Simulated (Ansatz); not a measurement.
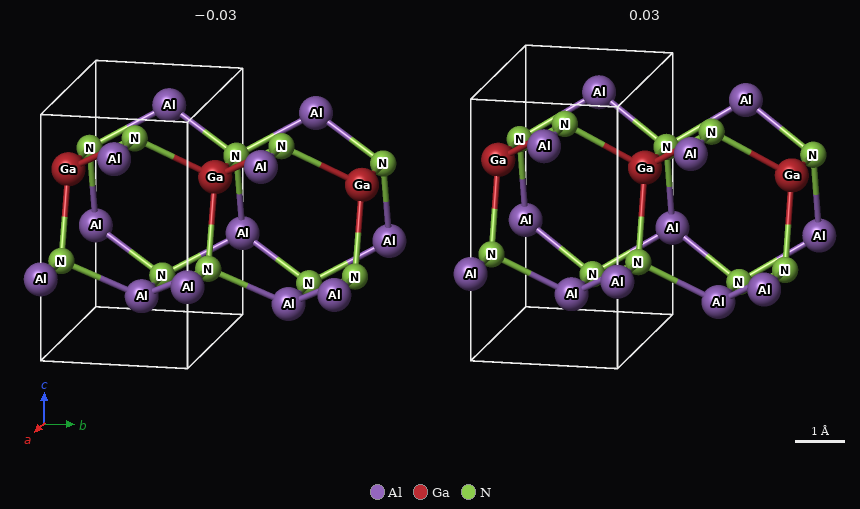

A crystal of Al3GaN4 (set up in Pm), under strain along c alone (the other axes held, atoms relaxed), with energies (extrapolated to zero smearing) counted from the relaxed crystal, which is the row at zero. The picture shows the first and the last member. A ball-and-stick model of the cell of the calculation, repeated 1 × 2 × 1 with one cell outlined, seen slightly off an axis.

Computed with Ansatz 0.2.0: DFT PBEsol, scalar-relativistic, plane waves, PAW. (plane-wave cutoff 420 eV; k-point mesh 6 × 8 × 4; occupations gaussian; smearing width 0.02 eV; no spin polarisation; atoms relaxed in a fixed cell; force threshold 0.008 eV/Å)

```json
{"strain": "−0.03", "energy (meV/atom)": "11.39", "a (Å)": "5.043", "b (Å)": "3.130", "c (Å)": "5.255", "band gap (eV)": "3.63"}
{"strain": "−0.015", "energy (meV/atom)": "?", "a (Å)": "?", "b (Å)": "?", "c (Å)": "?", "band gap (eV)": "?"}
{"strain": "0.0", "energy (meV/atom)": "0.00", "a (Å)": "5.043", "b (Å)": "3.130", "c (Å)": "5.418", "band gap (eV)": "3.48"}
{"strain": "0.015", "energy (meV/atom)": "2.69", "a (Å)": "5.043", "b (Å)": "3.130", "c (Å)": "5.499", "band gap (eV)": "3.32"}
{"strain": "0.03", "energy (meV/atom)": "10.70", "a (Å)": "5.043", "b (Å)": "3.130", "c (Å)": "5.581", "band gap (eV)": "3.17"}
```

Fill in the missing row.

A parabola through three neighbouring rows (−0.03, 0.0, 0.015) gives, with Lagrange weights, (0.3333)(11.39) + (1.0000)(0.00) + (−0.3333)(2.69) = 2.90 meV/atom. The calculation gives 2.83 meV/atom (a = 5.043 Å, b = 3.130 Å, c = 5.337 Å). The estimate is 0.07 meV/atom too high. For the gap a parabola through the rows −0.03, 0.0, 0.015 gives 3.58 eV, and the calculation 3.59 eV (semilocal gaps, lower than measured ones as a rule). From the first member to the last: Al–N 1.869 → 1.927 Å, Ga–N 1.921 → 1.974 Å, Al–N 1.857 → 1.909 Å.

The whole series:

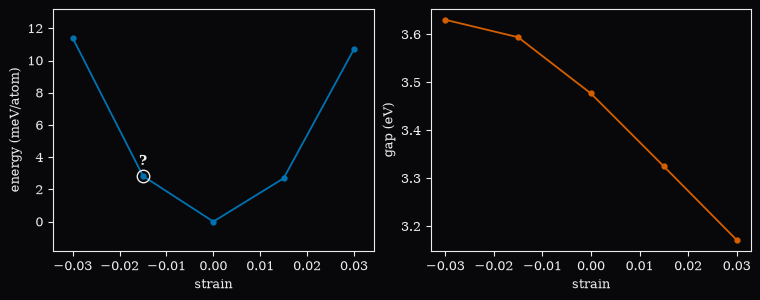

Each member starts from this one structure; whether another phase lies lower wasn't checked.
